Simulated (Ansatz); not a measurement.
System: GaO, space group P-6m2 (No. 187) (cell built by us, not taken from a database).

Input of the run:
```
crystal:
  lattice:
    - [3.101200069, 0.0, 0.0]
    - [-1.5506000345, 2.685718042, 0.0]
    - [0.0, 0.0, 14.9524352821]
  atoms:
    - { symbol: Ga, position: [0.3333333333, 0.6666666667, 0.4162233152] }
    - { symbol: Ga, position: [0.3333333333, 0.6666666667, 0.5837766848] }
    - { symbol: Ga, position: [0.0, 0.0, 0.0837770806] }
    - { symbol: Ga, position: [0.0, 0.0, 0.9162229194] }
    - { symbol: O, position: [0.6666666667, 0.3333333333, 0.1327048835] }
    - { symbol: O, position: [0.6666666667, 0.3333333333, 0.8672951165] }
    - { symbol: O, position: [0.0, 0.0, 0.3672766318] }
    - { symbol: O, position: [0.0, 0.0, 0.6327233682] }
basis:
  ecutwfc: 420
kpoints:
  mp_grid: { grid: [12, 12, 2] }
hamiltonian:
  xc: pbe
scf:
  occupations: { method: fixed }
output:
  eigenvalues: true
phonons:
  method: dfpt
  dielectric: true
  rigid_motions: translations
  eigenvectors: true
```

Run as:
```bash
ansatz run input.yaml --threads 2 --pin off --max-ram 6144MiB --backend cpu --events-out ev --progress --plain --runs-dir out
```

Method: infrared-active and silent optical phonons at the zone centre of an insulator with atoms at rest in the given cell, intensity summed over the level, zero macroscopic field, imaginary frequencies are negative, field response on a mesh refined by the program; PAW (Ansatz 0.2.0). Level: PBE, no spin polarisation.

wave cutoff 420 eV; k mesh 12×12×2; occupations fixed; volume relative to the relaxed cell 1.02.

Describe the result: the infrared spectrum of the zone-centre phonons.

The strongest infrared line is at 451.3 cm⁻¹, followed by 420.4 (10 % of it).

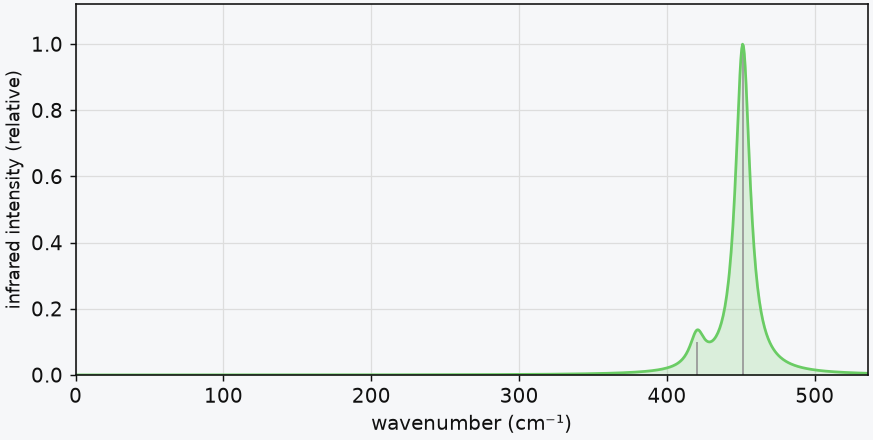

Lines are broadened by Lorentzians of 12 cm⁻¹ full width; the spectrum is scaled to its strongest line. These are zero-field (TO) frequencies; inactive modes don't show.

Keep in mind: field response not converged on the k mesh; weakly bound, no dispersion correction.
